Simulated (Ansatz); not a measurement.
# Band-structure calculation, with input and output: Ga2O3 (part 2 of 2)

Continued. System: Ga2O3 (R-3c, 10 atoms in the cell). Method: DFT PBE, spin-orbit coupling, plane waves, PAW (Ansatz 0.2.0); cutoff 420 eV, 9×9×9 k-mesh, Gaussian smearing of 0.02 eV. The structure derives from an entry of the Crystallography Open Database.

Geometry of the input (Å; fractional positions):
```
2.5287  1.4600  4.5411
-2.5287  1.4600  4.5411
0.0000  -2.9199  4.5411
Ga 0.3559  0.3559  0.3559
Ga 0.1441  0.1441  0.1441
Ga 0.6441  0.6441  0.6441
Ga 0.8559  0.8559  0.8559
O  0.5532  0.9468  0.2500
O  0.2500  0.5532  0.9468
O  0.9468  0.2500  0.5532
O  0.4468  0.0532  0.7500
O  0.7500  0.4468  0.0532
O  0.0532  0.7500  0.4468
```

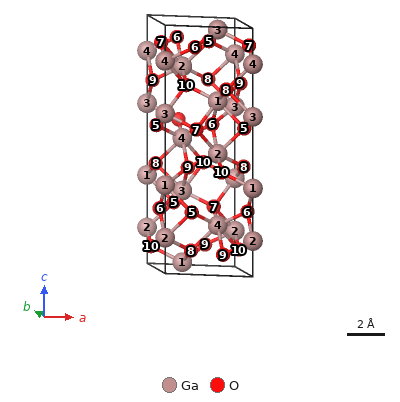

The structure (ball-and-stick view of the cell 3 times as large as that of the calculation, set on its symmetry axes, seen slightly off an axis; atoms are numbered from 1 in the order of the input).

**What the program printed, continued**
```
  k-point 1: bands = ["-10.0210", "-10.0210", "-8.2776", "-8.2776", "-8.2375", "-8.2375", "-8.2368", "-8.2368", "-8.1904", "-8.1904", "-8.1709", "-8.1709", "-4.3336", "-4.3336", "-4.2667", "-4.2667", "-4.2365", "-4.2365", "-4.2270", "-4.2270", "-4.1597", "-4.1597", "-4.0024", "-4.0024", "-3.9594", "-3.9594", "-3.9375", "-3.9375", "-3.8976", "-3.8976", "-3.8395", "-3.8395", "-3.7787", "-3.7787", "-3.7624", "-3.7624", "-3.7455", "-3.7455", "-3.7230", "-3.7230", "-3.6757", "-3.6757", "-3.6031", "-3.6031", "-3.5160", "-3.5160", "-3.4303", "-3.4303", "-3.0075", "-3.0075", "-2.9607", "-2.9607", "1.6610", "1.6610", "2.2460", "2.2460", "3.3409", "3.3409", "3.7898", "3.7898", "4.3313", "4.3313", "5.0240", "5.0240", "5.0713", "5.0713", "5.4966", "5.4966", "5.7934", "5.7934", "7.2233", "7.2233", "7.5730", "7.5730", "7.8834", "7.8834", "8.0263", "8.0263", "8.0771", "8.0771", "8.1262", "8.1262", "8.2346", "8.2346", "8.4191", "8.4191", "8.4737", "8.4737", "11.4398", "11.4398", "14.8679", "14.8679", "15.3322", "15.3322", "16.9512", "16.9512", "17.8079", "17.8079", "18.4395", "18.4395", "18.9672", "18.9672", "19.0624", "19.0624", "19.6937", "19.6937", "19.9506", "19.9506"]
  k-point 2: bands = ["-9.8676", "-9.8676", "-8.4417", "-8.4417", "-8.2560", "-8.2560", "-8.2454", "-8.2454", "-8.2016", "-8.2016", "-8.1757", "-8.1757", "-4.3167", "-4.3167", "-4.2665", "-4.2665", "-4.2390", "-4.2390", "-4.2118", "-4.2118", "-4.1530", "-4.1530", "-4.0205", "-4.0205", "-3.9612", "-3.9612", "-3.9505", "-3.9505", "-3.8762", "-3.8762", "-3.8335", "-3.8335", "-3.7832", "-3.7832", "-3.7606", "-3.7606", "-3.7376", "-3.7376", "-3.7183", "-3.7183", "-3.6774", "-3.6774", "-3.5888", "-3.5888", "-3.5168", "-3.5168", "-3.4451", "-3.4451", "-3.1124", "-3.1124", "-3.0110", "-3.0110", "1.8607", "1.8607", "2.2658", "2.2658", "2.9719", "2.9719", "4.1597", "4.1597", "4.3066", "4.3066", "5.0343", "5.0343", "5.6202", "5.6202", "6.0357", "6.0357", "6.3027", "6.3027", "6.4750", "6.4750", "7.3061", "7.3061", "7.3437", "7.3437", "7.7367", "7.7367", "7.9840", "7.9840", "8.0342", "8.0342", "8.0907", "8.0907", "8.4211", "8.4211", "8.5539", "8.5539", "12.3506", "12.3506", "14.7738", "14.7738", "15.5725", "15.5725", "16.5365", "16.5365", "17.3670", "17.3670", "18.0879", "18.0879", "19.1879", "19.1879", "19.5230", "19.5230", "20.0836", "20.0836", "20.1518", "20.1518"]
  k-point 84: bands = ["-9.2700", "-9.2700", "-9.1691", "-9.1691", "-8.2599", "-8.2599", "-8.2305", "-8.2305", "-8.2193", "-8.2193", "-8.1950", "-8.1950", "-4.2833", "-4.2833", "-4.2766", "-4.2766", "-4.2550", "-4.2550", "-4.2474", "-4.2474", "-4.0959", "-4.0959", "-4.0788", "-4.0788", "-3.9614", "-3.9614", "-3.9562", "-3.9562", "-3.8686", "-3.8686", "-3.8577", "-3.8577", "-3.7719", "-3.7719", "-3.7654", "-3.7654", "-3.7216", "-3.7216", "-3.7064", "-3.7064", "-3.6288", "-3.6288", "-3.6205", "-3.6205", "-3.4485", "-3.4485", "-3.4264", "-3.4264", "-3.1692", "-3.1692", "-3.1378", "-3.1378", "2.5825", "2.5825", "2.6350", "2.6350", "3.9989", "3.9989", "4.1887", "4.1887", "4.6411", "4.6411", "5.0212", "5.0212", "5.0593", "5.0593", "5.1935", "5.1935", "6.1971", "6.1971", "6.2800", "6.2800", "6.8550", "6.8550", "6.9851", "6.9851", "7.4240", "7.4240", "7.5712", "7.5712", "8.1434", "8.1434", "8.1516", "8.1516", "8.2707", "8.2707", "8.2855", "8.2855", "14.1285", "14.1285", "14.3247", "14.3247", "15.9911", "15.9911", "16.1755", "16.1755", "17.6429", "17.6429", "17.7920", "17.7920", "19.2274", "19.2274", "19.3359", "19.3359", "20.3275", "20.3275", "20.4290", "20.4290"]
--- Löwdin populations: 10 sites ---
  site symbol       q [e]
     0     Ga     11.9872
     1     Ga     11.9872
     2     Ga     11.9872
     3     Ga     11.9872
     4      O      6.6330
     5      O      6.6330
     6      O      6.6330
     7      O      6.6330
     8      O      6.6330
     9      O      6.6330
  spilling = 0.002880 (of n_electrons = 88.000000)
```

**File populations.tsv**
```
# site	symbol	l	j	q
# orbitals = lowdin
# n_electrons = 88.000000
# spilling = 0.002880
0	Ga	0_4S	0.5	0.741060
0	Ga	1_4P	0.5	0.423786
0	Ga	1_4P	1.5	0.830679
0	Ga	2_3D	1.5	3.996784
0	Ga	2_3D	2.5	5.994902
1	Ga	0_4S	0.5	0.741060
1	Ga	1_4P	0.5	0.423786
1	Ga	1_4P	1.5	0.830679
1	Ga	2_3D	1.5	3.996784
1	Ga	2_3D	2.5	5.994902
2	Ga	0_4S	0.5	0.741060
2	Ga	1_4P	0.5	0.423786
2	Ga	1_4P	1.5	0.830679
2	Ga	2_3D	1.5	3.996784
2	Ga	2_3D	2.5	5.994902
3	Ga	0_4S	0.5	0.741060
3	Ga	1_4P	0.5	0.423786
3	Ga	1_4P	1.5	0.830679
3	Ga	2_3D	1.5	3.996784
3	Ga	2_3D	2.5	5.994902
4	O	0_2S	0.5	1.671859
4	O	1_2P	0.5	1.656438
4	O	1_2P	1.5	3.304662
5	O	0_2S	0.5	1.671859
5	O	1_2P	0.5	1.656438
5	O	1_2P	1.5	3.304662
6	O	0_2S	0.5	1.671859
6	O	1_2P	0.5	1.656438
6	O	1_2P	1.5	3.304662
7	O	0_2S	0.5	1.671859
7	O	1_2P	0.5	1.656438
7	O	1_2P	1.5	3.304662
8	O	0_2S	0.5	1.671859
8	O	1_2P	0.5	1.656438
8	O	1_2P	1.5	3.304662
9	O	0_2S	0.5	1.671859
9	O	1_2P	0.5	1.656438
9	O	1_2P	1.5	3.304662
```

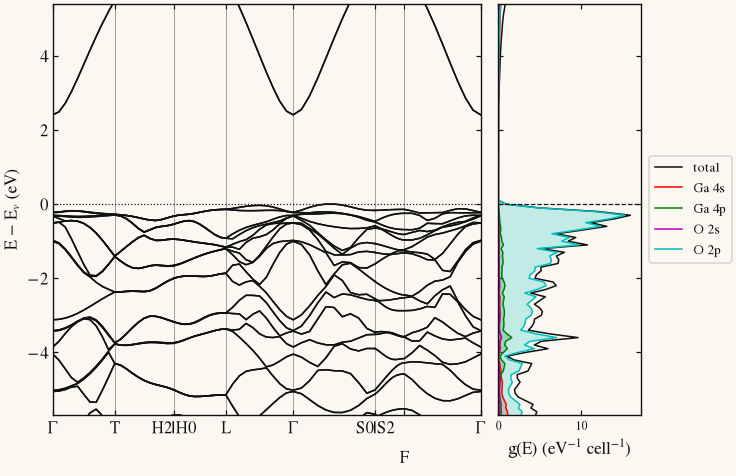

Band structure along Γ–T–H2|H0–L–Γ–S0|S2–F–Γ and density of states (projected on Löwdin-orthogonalised atomic shells), with energies from the valence-band top. There is a gap of 2.41 eV on this path, indirect, from between Γ and S0 to Γ.

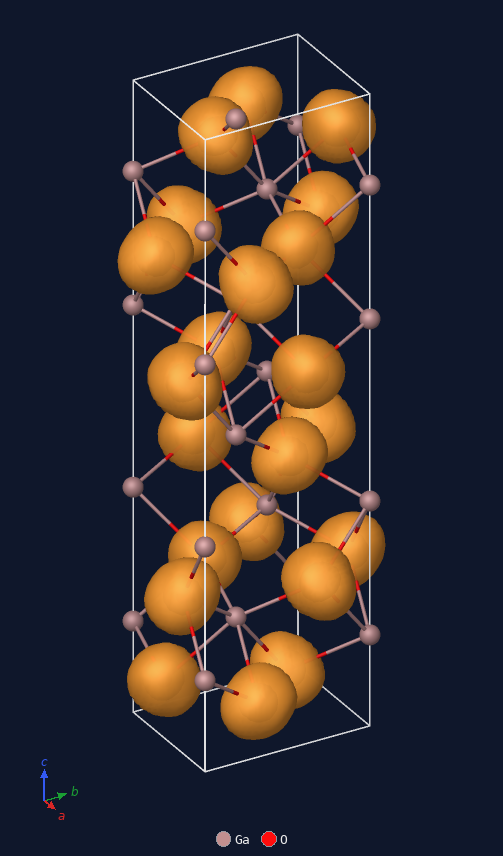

Isosurface of the electron localisation function at 0.75 (orange), seen at an oblique angle. Only the valence region is drawn (cores and ρ < 0.01 e/Å³ removed). Sticks mark near contacts. The outline is the cell set on symmetry axes. Values along the shortest contacts: Ga–O (1.95 Å): the ELF is about 0.35 at the midpoint. Ga–O (2.11 Å): the ELF is about 0.25 at the midpoint. Core electrons are frozen (PAW), so the fields are smoothed inside the atomic spheres.

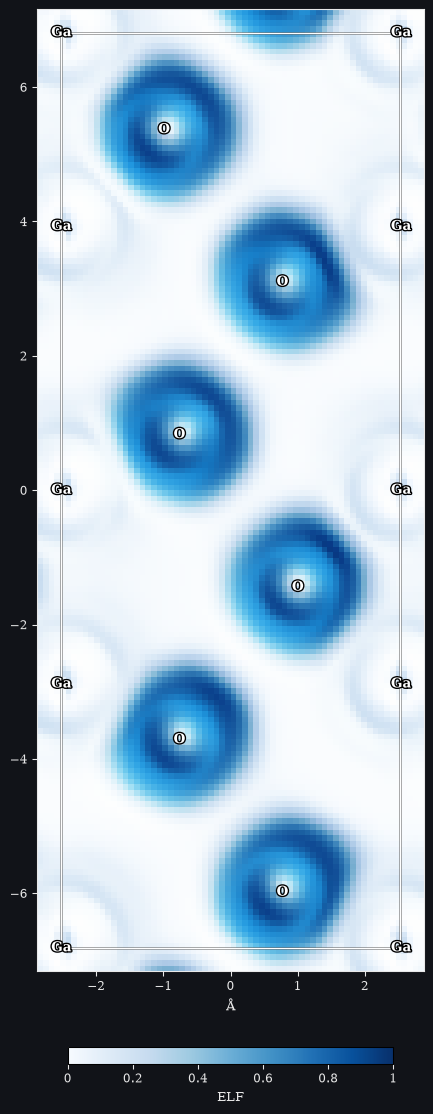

ELF on the (010) plane of the conventional cell. The section cuts through Ga and O sites. Ga–O (1.95 Å): the ELF is about 0.35 at the midpoint. Ga–O (2.11 Å): the ELF is about 0.25 at the midpoint.

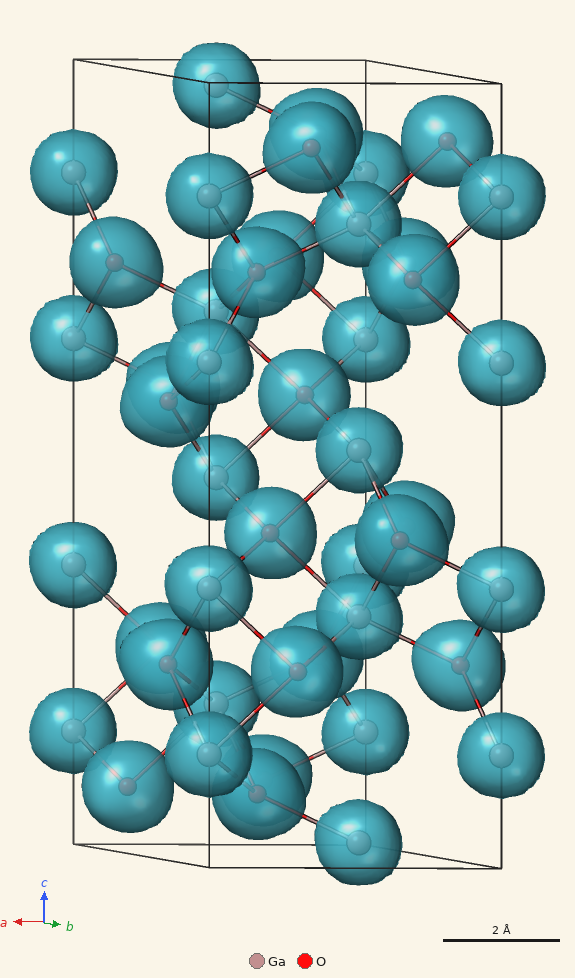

Isosurface of the valence pseudo-density at 0.8 e/Å³ (cyan), seen at an oblique angle. Sticks mark near contacts. The outline is the cell set on symmetry axes. At this value the density breaks into separate islands; it holds about 75 % of the electrons treated as valence (semicore included). It is pinched off along the Ga–O (1.95 Å) and Ga–O (2.11 Å) contacts. On the grid the lowest density along these lines, outside the cores, is 0.64 e/Å³ (Ga–O, 1.95 Å) and 0.46 e/Å³ (Ga–O, 2.11 Å).

**Results in brief**

| quantity | value |
| --- | --- |
| outcome | converged |
| space group (tolerance 0.01 Å) | R-3c (167) |
| electrons treated | 88 |
| free energy | −18540.1383 eV |
| Fermi energy | 9.791 eV |
| gap on the k-point mesh | 2.42 eV |
| gap on the band path | 2.41 eV |
| net moment of the cell | 0.00 μB |
| integrated absolute moment | 0.00 μB |
| pressure | 0.02 GPa |
| largest force (length of the vector) | 0.004 eV/Å |
| wall time | 2.7 min (CPU time 11 min) |
| peak memory | 1.9 GiB |
